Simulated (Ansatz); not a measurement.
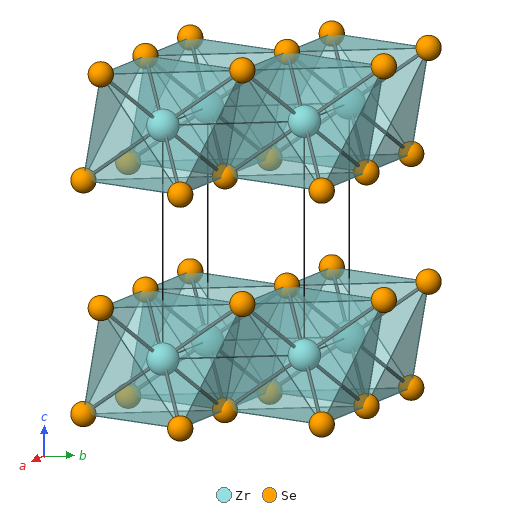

System: ZrSe₂, space group P-3m1 (No. 164). The picture shows the conventional cell.

Structure:
```
Zr Se
1.0
     3.79800    0.00000    0.00000
    -1.89900    3.28916    0.00000
     0.00000    0.00000    6.19200
Zr Se
1 2
Direct
  0.00000 0.00000 0.00000
  0.66667 0.33333 0.75000
  0.33333 0.66667 0.25000
```

Computed with Ansatz 0.2.0: all-electron LAPW DFT, no spin polarisation; energies at scaled volumes of the given cell, shape and fractions fixed, counted from the fit's minimum, third-order Birch-Murnaghan fit. Level: LDA.

```json
{"setting": "k mesh", "value": "8×8×5"}
{"setting": "occupations", "value": "Fermi–Dirac"}
{"setting": "smearing width", "value": "0.05 eV"}
{"setting": "potentials", "value": "all electron LAPW, scalar relativistic"}
{"setting": "program settings", "value": "basis error eV/atom 0.002"}
```

Describe the result: the energy and pressure against volume. The volume takes the values 24.24, 24.75, 25.27, 25.78, 26.30, 26.82, 27.33 Å³/atom.

A third-order Birch–Murnaghan fit gives V0 = 24.78 Å³/atom, B0 = 86.5 GPa and B′ = 4.1. The energy is 3.39 meV/atom at volume 24.24 Å³/atom and 59.79 meV/atom at 27.33 Å³/atom; the lowest computed point is at volume 24.75 Å³/atom (0.01 meV/atom), in a single well. The pressure falls from 2.03 GPa at volume 24.24 Å³/atom to −6.91 GPa at 27.33 Å³/atom, and changes sign near 24.79 Å³/atom.

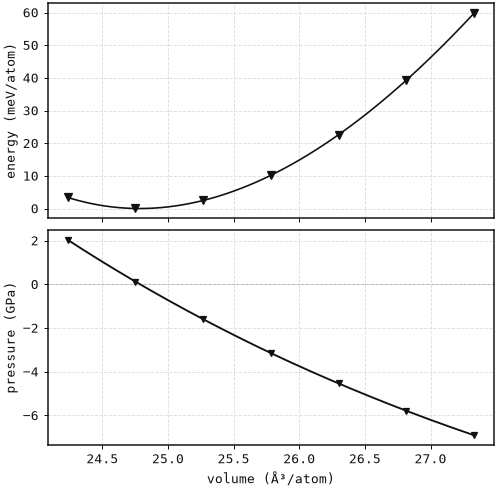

Keep in mind: shape and atomic fractions are frozen while scaling, which makes layered, chain and framework solids too stiff.
